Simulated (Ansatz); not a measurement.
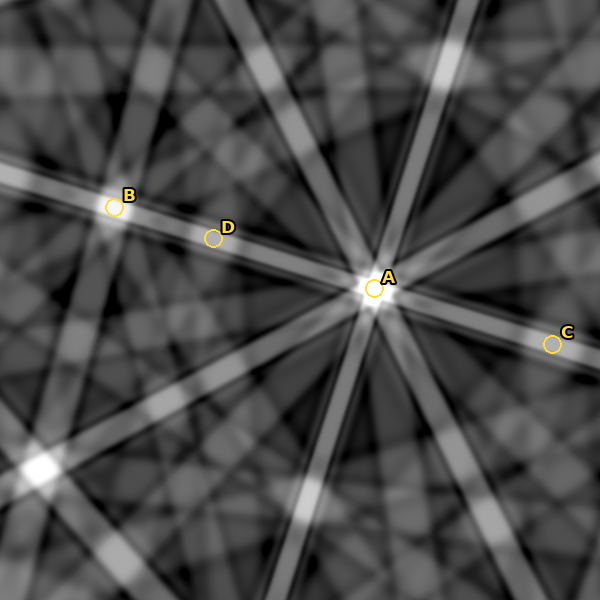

Simulated Kikuchi (electron backscatter) pattern at 20 kV: kinematic bands of width 2θ(Bragg) in gnomonic projection, seen from the camera side; the frame spans ±31° from its centre. Crystal: HfN, space group P6_3/mmc (No. 194), a = 3.124 Å, c = 5.614 Å (hexagonal axes). Structure: the end point of a relaxation with DFT PBEsol, scalar-relativistic, plane waves, PAW (Ansatz); the starting structure was generated, so it need not be a known form of this composition.

```tsv
atom	site	symmetry	x	y	z
Hf	2a	-3m.	0.0000	0.0000	0.0000
N	2c	-6m2	0.3333	0.6667	0.2500
```

Pole A is [100] and pole B is [210].

### Index the poles C and D.

C is [2-10], 19.1° from A and 49.1° from B. D is [310], 19.1° from A and 10.9° from B.

### Which band joins A and B, and how wide is it?

It comes from the planes common to both zones. The strongest order is 0 0 2 with d = 2.807 Å, so the band is 2θ = 1.8° wide (λ = 0.0859 Å). Other orders of the same planes (0 0 4) lie on the same centre line with other widths.
